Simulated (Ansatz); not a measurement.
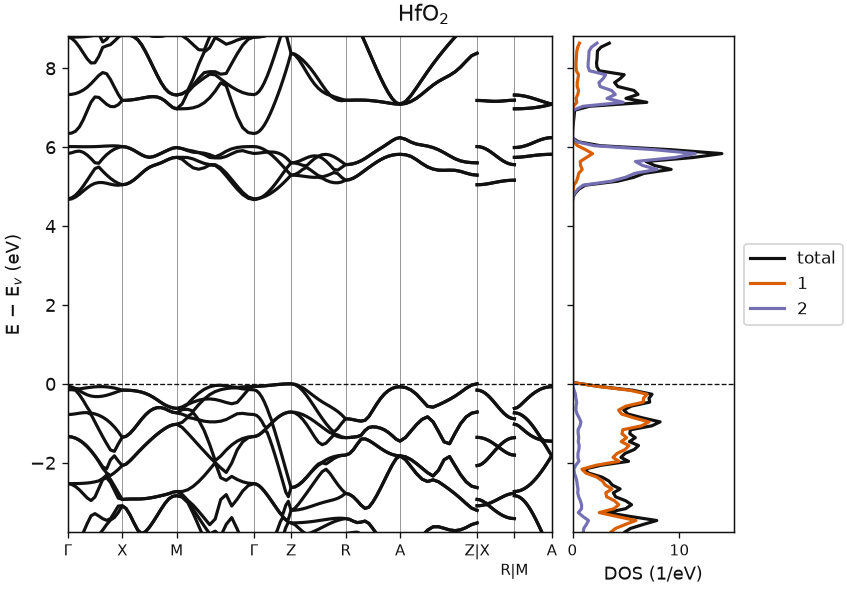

Band structure and density of states. Energies are counted from the top of the valence band. The partial curves are projected on Löwdin-orthogonalised atomic shells.

System: HfO2, space group P4_2/nmc (No. 137), 6 atoms in the cell; a = 3.60 Å, b = 3.60 Å, c = 5.26 Å, α = 90.00°, β = 90.00°, γ = 90.00°.

Level of theory: DFT PBE, scalar-relativistic, plane waves, PAW, no spin polarisation, 6×6×4 k mesh, 420 eV cutoff; code Ansatz 0.2.0.

### Assign each number in the legend. The candidates: Hf 5d, O 2p.

1 is O 2p; 2 is Hf 5d.

### What does the band structure say about the gap?

The bands leave a gap. The gap along this path is 4.67 eV and indirect, from the valence-band top at Z to the conduction-band bottom at Γ; the smallest direct gap is 4.73 eV, at Γ.

Spin-orbit coupling is left out, which matters for Hf.
